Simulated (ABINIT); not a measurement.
**Optical-spectrum calculation, with input and output: CdO (part 2 of 2)**

The same run, continued: CdO (2 atoms in the cell); Kohn-Sham DFT of a periodic cell, PBEsol, PseudoDojo NC SR PBEsol v0.4.1 standard, no spin polarisation (ABINIT 10.8.3); cutoff 1278.94 eV, 6×6×6 k-mesh, fermi-dirac of 0.05 eV. The structure derives from an entry of the Crystallography Open Database.

Geometry of the input (Å; fractional positions):
```
0.0000  2.3495  2.3495
2.3495  0.0000  2.3495
2.3495  2.3495  0.0000
Cd 0.0000  0.0000  0.0000
O  0.5000  0.5000  0.5000
```

## Output, continued
```
--- !ResultsGS
iteration_state: {dtset: 1, }
comment   : Summary of ground state results
lattice_vectors:
- [  0.0000000,   4.4399115,   4.4399115, ]
- [  4.4399115,   0.0000000,   4.4399115, ]
- [  4.4399115,   4.4399115,   0.0000000, ]
lattice_lengths: [   6.27898,    6.27898,    6.27898, ]
lattice_angles: [ 60.000,  60.000,  60.000, ] # degrees, (23, 13, 12)
lattice_volume:   1.7504630E+02
convergence: {deltae: -5.429E-12, res2:  4.905E-13, residm:  2.665E-05, diffor: null, }
etotal    :  -1.91689086E+02
entropy   :   0.00000000E+00
fermie    :   3.02804377E-01
cartesian_stress_tensor: # hartree/bohr^3
- [  4.72558247E-05,   0.00000000E+00,   0.00000000E+00, ]
- [  0.00000000E+00,   4.72558247E-05,   0.00000000E+00, ]
- [  0.00000000E+00,   0.00000000E+00,   4.72558247E-05, ]
pressure_GPa:  -1.3903E+00
xred      :
- [  0.0000E+00,   0.0000E+00,   0.0000E+00, Cd]
- [  5.0000E-01,   5.0000E-01,   5.0000E-01,  O]
cartesian_forces: # hartree/bohr
- [ -0.00000000E+00,  -0.00000000E+00,  -0.00000000E+00, ]
- [ -0.00000000E+00,  -0.00000000E+00,  -0.00000000E+00, ]
force_length_stats: {min:   0.00000000E+00, max:   0.00000000E+00, mean:   0.00000000E+00, }
...

 Integrated electronic density in atomic spheres:
 ------------------------------------------------
 Atom  Sphere_radius  Integrated_density
    1        2.00000         17.15356288
    2        2.00000          6.05326667
================================================================================

 ----iterations are completed or convergence reached----

 Mean square residual over all n,k,spin=   64.143E-09; max=  26.650E-06
 reduced coordinates (array xred) for    2 atoms
       0.000000000000      0.000000000000      0.000000000000
       0.500000000000      0.500000000000      0.500000000000
 rms dE/dt=  0.0000E+00; max dE/dt=  0.0000E+00; dE/dt below (all hartree)
    1       0.000000000000      0.000000000000      0.000000000000
    2       0.000000000000      0.000000000000      0.000000000000

 cartesian coordinates (angstrom) at end:
    1      0.00000000000000     0.00000000000000     0.00000000000000
    2      2.34949999845395     2.34949999845395     2.34949999845395

 cartesian forces (hartree/bohr) at end:
    1     -0.00000000000000    -0.00000000000000    -0.00000000000000
    2     -0.00000000000000    -0.00000000000000    -0.00000000000000
 frms,max,avg= 0.0000000E+00 0.0000000E+00   0.000E+00  0.000E+00  0.000E+00 h/b

 cartesian forces (eV/Angstrom) at end:
    1     -0.00000000000000    -0.00000000000000    -0.00000000000000
    2     -0.00000000000000    -0.00000000000000    -0.00000000000000
 frms,max,avg= 0.0000000E+00 0.0000000E+00   0.000E+00  0.000E+00  0.000E+00 e/A
 length scales=  6.278983101200  6.278983101200  6.278983101200 bohr
              =  3.322694762546  3.322694762546  3.322694762546 angstroms
 Fermi (or HOMO) energy (hartree) =   0.30280   Average Vxc (hartree)=  -0.45281
 Eigenvalues (hartree) for nkpt=  28  k points:
 kpt#   1, nband= 17, wtk=  0.02778, kpt= -0.0833 -0.1667  0.0000 (reduced coord)
  -3.38974   -1.96076   -1.96068   -1.96067   -0.33208    0.04852    0.04973    0.05330
   0.05584    0.06376    0.19891    0.24789    0.25353    0.35204    0.75737    0.82584
   0.84080
      occupation numbers for kpt#   1
   2.00000    2.00000    2.00000    2.00000    2.00000    2.00000    2.00000    2.00000
   2.00000    2.00000    2.00000    2.00000    2.00000    0.00000    0.00000    0.00000
   0.00000
 prteigrs : prtvol=0 or 1, do not print more k-points.

--- !EnergyTerms
iteration_state     : {dtset: 1, }
comment             : Components of total free energy in Hartree
kinetic             :  7.25206218091853E+01
hartree             :  4.89754515473445E+01
xc                  : -2.81983618728689E+01
Ewald energy        : -1.27284954973448E+02
psp_core            :  4.38116168593547E+00
local_psp           : -1.63566979298278E+02
non_local_psp       :  1.48399290941540E+00
internal            : -1.91689068192714E+02
'-kT*entropy'       : -1.80157441599669E-05
total_energy        : -1.91689086208458E+02
total_energy_eV     : -5.21612576395750E+03
band_energy         : -1.73098368708479E+01
...

 Cartesian components of stress tensor (hartree/bohr^3)
  sigma(1 1)=  4.72558247E-05  sigma(3 2)=  0.00000000E+00
  sigma(2 2)=  4.72558247E-05  sigma(3 1)=  0.00000000E+00
  sigma(3 3)=  4.72558247E-05  sigma(2 1)=  0.00000000E+00

-Cartesian components of stress tensor (GPa)         [Pressure= -1.3903E+00 GPa]
- sigma(1 1)=  1.39031436E+00  sigma(3 2)=  0.00000000E+00
- sigma(2 2)=  1.39031436E+00  sigma(3 1)=  0.00000000E+00
- sigma(3 3)=  1.39031436E+00  sigma(2 1)=  0.00000000E+00

================================================================================
== DATASET  2 ==================================================================

--- !DatasetInfo
iteration_state: {dtset: 2, }
dimensions: {natom: 2, nkpt: 28, mband: 29, nsppol: 1, nspinor: 1, nspden: 1, mpw: 2709, }
cutoff_energies: {ecut:  47.0, pawecutdg:  -1.0, }
electrons: {nelect:   2.60000000E+01, charge:   0.00000000E+00, occopt:   3.00000000E+00, tsmear:   1.83747000E-03, }
meta: {optdriver: 0, ionmov: 0, optcell: 0, iscf: -3, paral_kgb: 0, }
...

 mkfilename : getden/=0, take file _DEN from output of DATASET   1.

 Real(R)+Recip(G) space primitive vectors, cartesian coordinates (Bohr,Bohr^-1):
 R(1)=  0.0000000  4.4399115  4.4399115  G(1)= -0.1126149  0.1126149  0.1126149
 R(2)=  4.4399115  0.0000000  4.4399115  G(2)=  0.1126149 -0.1126149  0.1126149
 R(3)=  4.4399115  4.4399115  0.0000000  G(3)=  0.1126149  0.1126149 -0.1126149
 Unit cell volume ucvol=  1.7504630E+02 bohr^3
 Angles (23,13,12)=  6.00000000E+01  6.00000000E+01  6.00000000E+01 degrees

 getcut: wavevector=  0.0000  0.0000  0.0000  ngfft=  40  40  40
         ecut(hartree)=     47.000   => boxcut(ratio)=   2.06422
--------------------------------------------------------------------------------

================================================================================

--- !BeginCycle
iteration_state: {dtset: 2, }
solver: {iscf: -3, nstep: 120, nline: 4, wfoptalg: 0, }
tolerances: {tolwfr: 1.00E-12, }
...

     iter   Etot(hartree)      deltaE(h)  residm     vres2
 Non-SCF case, kpt    1 ( -0.08333 -0.16667  0.00000), residuals and eigenvalues=
  9.80E-13  1.13E-13  1.39E-13  1.67E-13  5.80E-13  3.34E-13  2.55E-13  4.78E-13
  5.06E-13  2.99E-13  4.24E-13  7.10E-13  4.85E-13  3.44E-13  6.48E-13  1.07E-13
  5.73E-13  9.63E-14  6.64E-13  1.76E-13  1.26E-13  1.59E-13  2.93E-13  3.85E-13
  5.53E-13  8.88E-13  1.71E-10  4.20E-06  2.78E-04
 -3.3897E+00 -1.9608E+00 -1.9607E+00 -1.9607E+00 -3.3208E-01  4.8519E-02
  4.9731E-02  5.3298E-02  5.5838E-02  6.3764E-02  1.9891E-01  2.4789E-01
  2.5353E-01  3.5204E-01  7.5737E-01  8.2584E-01  8.4080E-01  8.8580E-01
  9.7073E-01  1.0455E+00  1.0818E+00  1.1740E+00  1.2173E+00  1.2566E+00
  1.3141E+00  1.3220E+00  1.4603E+00  1.6367E+00  1.7053E+00
 prteigrs : prtvol=0 or 1, do not print more k-points.

--- !ResultsGS
iteration_state: {dtset: 2, }
comment   : Summary of ground state results
lattice_vectors:
- [  0.0000000,   4.4399115,   4.4399115, ]
- [  4.4399115,   0.0000000,   4.4399115, ]
- [  4.4399115,   4.4399115,   0.0000000, ]
lattice_lengths: [   6.27898,    6.27898,    6.27898, ]
lattice_angles: [ 60.000,  60.000,  60.000, ] # degrees, (23, 13, 12)
lattice_volume:   1.7504630E+02
convergence: {deltae:  0.000E+00, res2:  0.000E+00, residm:  9.974E-13, diffor:  0.000E+00, }
etotal    :  -1.91689086E+02
entropy   :   0.00000000E+00
fermie    :   3.02804376E-01
cartesian_stress_tensor: null
pressure_GPa: null
xred      :
- [  0.0000E+00,   0.0000E+00,   0.0000E+00, Cd]
- [  5.0000E-01,   5.0000E-01,   5.0000E-01,  O]
cartesian_forces: null
force_length_stats: {min: null, max: null, mean: null, }
...

 Integrated electronic density in atomic spheres:
 ------------------------------------------------
 Atom  Sphere_radius  Integrated_density
    1        2.00000         17.15356283
    2        2.00000          6.05326671
================================================================================

 ----iterations are completed or convergence reached----

 Mean square residual over all n,k,spin=   42.718E-14; max=  99.738E-14
 reduced coordinates (array xred) for    2 atoms
       0.000000000000      0.000000000000      0.000000000000
       0.500000000000      0.500000000000      0.500000000000

 cartesian coordinates (angstrom) at end:
    1      0.00000000000000     0.00000000000000     0.00000000000000
    2      2.34949999845395     2.34949999845395     2.34949999845395
 length scales=  6.278983101200  6.278983101200  6.278983101200 bohr
              =  3.322694762546  3.322694762546  3.322694762546 angstroms
 Eigenvalues (hartree) for nkpt=  28  k points:
 kpt#   1, nband= 29, wtk=  0.02778, kpt= -0.0833 -0.1667  0.0000 (reduced coord)
  -3.38974   -1.96076   -1.96068   -1.96067   -0.33208    0.04852    0.04973    0.05330
   0.05584    0.06376    0.19891    0.24789    0.25353    0.35204    0.75737    0.82584
   0.84080    0.88580    0.97073    1.04553    1.08177    1.17403    1.21730    1.25662
   1.31414    1.32201    1.46029    1.63667    1.70535
      occupation numbers for kpt#   1
   2.00000    2.00000    2.00000    2.00000    2.00000    2.00000    2.00000    2.00000
   2.00000    2.00000    2.00000    2.00000    2.00000    0.00000    0.00000    0.00000
   0.00000    0.00000    0.00000    0.00000    0.00000    0.00000    0.00000    0.00000
   0.00000    0.00000    0.00000    0.00000    0.00000
 prteigrs : prtvol=0 or 1, do not print more k-points.

--- !EnergyTerms
iteration_state     : {dtset: 2, }
comment             : Components of total free energy in Hartree
kinetic             :  7.25206211308261E+01
hartree             :  4.89754515473445E+01
xc                  : -2.81983618728689E+01
Ewald energy        : -1.27284954973448E+02
psp_core            :  4.38116168593547E+00
local_psp           : -1.63566979298278E+02
non_local_psp       :  1.48399300195465E+00
internal            : -1.91689068778534E+02
'-kT*entropy'       : -1.80157362462177E-05
total_energy        : -1.91689086794270E+02
...

--- !EnergyTermsDC
iteration_state     : {dtset: 2, }
comment             : '"Double-counting" decomposition of free energy'
band_energy         : -1.73098367487090E+01
Ewald energy        : -1.27284954973448E+02
psp_core            :  4.38116168593547E+00
xc_dc               : -5.14754381564991E+01
internal            : -1.91689068192720E+02
'-kT*entropy'       : -1.80157362462177E-05
total_energy_dc     : -1.91689086208457E+02
...

================================================================================
== DATASET  3 ==================================================================

--- !DatasetInfo
iteration_state: {dtset: 3, }
dimensions: {natom: 2, nkpt: 28, mband: 25, nsppol: 1, nspinor: 1, nspden: 1, mpw: 2709, }
cutoff_energies: {ecut:  47.0, pawecutdg:  -1.0, }
electrons: {nelect:   2.60000000E+01, charge:   0.00000000E+00, occopt:   3.00000000E+00, tsmear:   1.83747000E-03, }
meta: {optdriver: 8, wfk_task: 7, }
...

 mkfilename : getwfk/=0, take file _WFK from output of DATASET   2.

--------------------------------------------------------------------------------

 Computation of velocity matrix elements (DDK)

 Parameters extracted from the Abinit header:
    ecut:     47.0
    nkpt:    864
    mband:   29
    nsppol:  1
    nspinor: 1
    useylm:  0
    inclvkb: 2
    bmin: 1, bmax: 29
    Computing diagonal and off-diagonal matrix elements
    Between band index bmin: 1, bmax: 29

== END DATASET(S) ==============================================================
================================================================================

 -outvars: echo values of variables after computation  --------
            acell      6.2789831012E+00  6.2789831012E+00  6.2789831012E+00 Bohr
           etotal1    -1.9168908621E+02
           etotal2    -1.9168908621E+02
           etotal3     0.0000000000E+00
            fcart1    -0.0000000000E+00 -0.0000000000E+00 -0.0000000000E+00
                      -0.0000000000E+00 -0.0000000000E+00 -0.0000000000E+00
            fcart3     0.0000000000E+00  0.0000000000E+00  0.0000000000E+00
                       0.0000000000E+00  0.0000000000E+00  0.0000000000E+00
            rprim      0.0000000000E+00  7.0710678120E-01  7.0710678120E-01
                       7.0710678120E-01  0.0000000000E+00  7.0710678120E-01
                       7.0710678120E-01  7.0710678120E-01  0.0000000000E+00
           strten1     4.7255824654E-05  4.7255824654E-05  4.7255824654E-05
                       0.0000000000E+00  0.0000000000E+00  0.0000000000E+00
           strten3     0.0000000000E+00  0.0000000000E+00  0.0000000000E+00
                       0.0000000000E+00  0.0000000000E+00  0.0000000000E+00
           xangst      0.0000000000E+00  0.0000000000E+00  0.0000000000E+00
                       2.3494999985E+00  2.3494999985E+00  2.3494999985E+00
             xred      0.0000000000E+00  0.0000000000E+00  0.0000000000E+00
                       5.0000000000E-01  5.0000000000E-01  5.0000000000E-01
 Calculation completed.
```

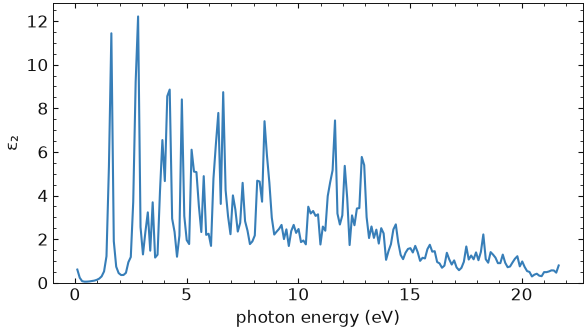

Imaginary part of the dielectric function (first component that the program prints). The highest peak, 12.2, lies at 2.83 eV.

## Results in brief

```csv
quantity,value
outcome,converged
space group (tolerance 0.01 Å),Fm-3m (225)
electrons treated,26
free energy,−5216.1258 eV
Fermi energy,8.240 eV
gap on the k-point mesh,0.40 eV
pressure,−1.39 GPa
largest force (length of the vector),under 0.001 eV/Å
wall time,2.5 min
peak memory,1.2 GiB
```

## Notes

Points of doubt noted for this run: no intraband term.
